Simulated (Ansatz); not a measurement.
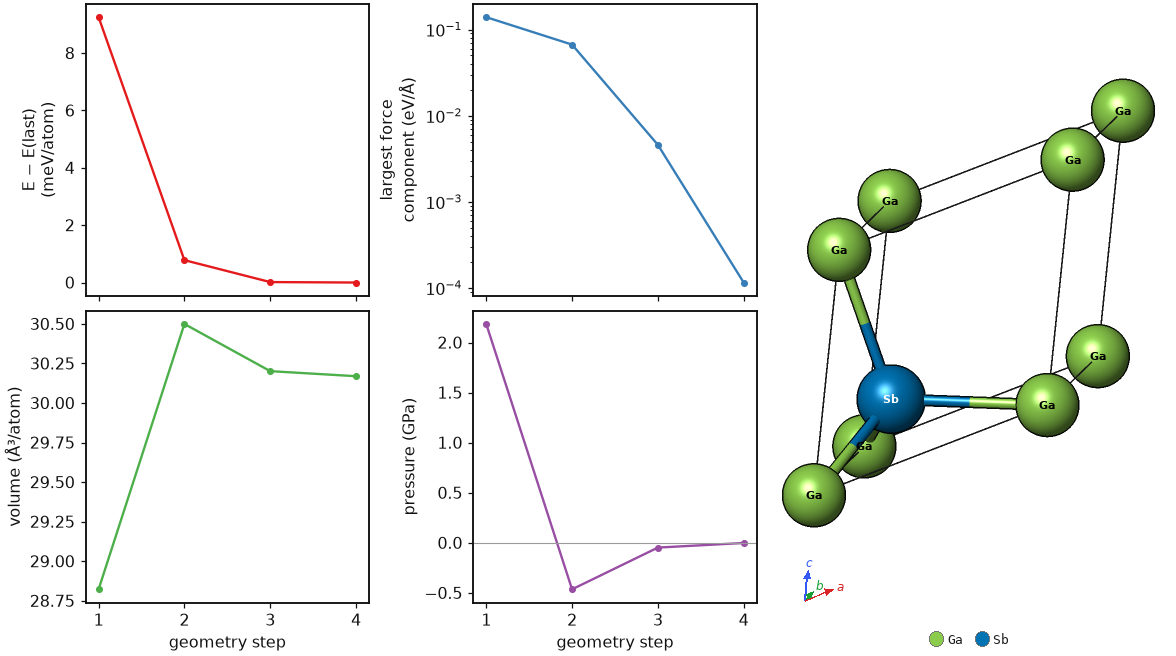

Beside the plot: the structure at the start.

History of a geometry optimisation. Atoms and cell relax. A closing SCF on a freshly chosen basis isn't drawn.

```
crystal:
  lattice:
    - [0.0, 3.066033, 3.066033]
    - [3.066033, 0.0, 3.066033]
    - [3.066033, 3.066033, 0.0]
  atoms:
    - { symbol: Ga, position: [0.0, 0.0, 0.0] }
    - { symbol: Sb, position: [0.25, 0.25, 0.25] }
  symmetry: { detect: false }
kpoints:
  mp_grid: { grid: [5, 5, 5], shift: [0, 0, 0] }
magnetization:
  spin_polarized: false
scf:
  occupations: { method: fermi_dirac, width: 0.1 }
hamiltonian:
  pseudopotentials: { kind: paw }
  xc: pbe
basis:
  ecutwfc: 420
output:
  forces: true
  stress: true
  eigenvalues: true
relax:
  max_steps: 40
  cell: {}
```

Launched with:
```bash
ansatz run input.yaml --threads 1 --pin off --max-ram 2560MiB --backend cpu --events-out ev --progress --plain --runs-dir out
```

How did it end, and what did it gain?

The optimisation met its thresholds at geometry 4, counting the start as the first. The energy fell by about 9.3 meV/atom from the first step to the last. The largest force component goes from about 0.14 eV/Å at the start to 1.2 × 10⁻⁴ eV/Å at the end.

What happens to the cell?

The volume grows from 28.8 to 30.2 Å³ per atom (+5 %), overshooting to 30.5 at step 2, as the pressure goes from 2.2 GPa to about 0 GPa. The start was compressed.
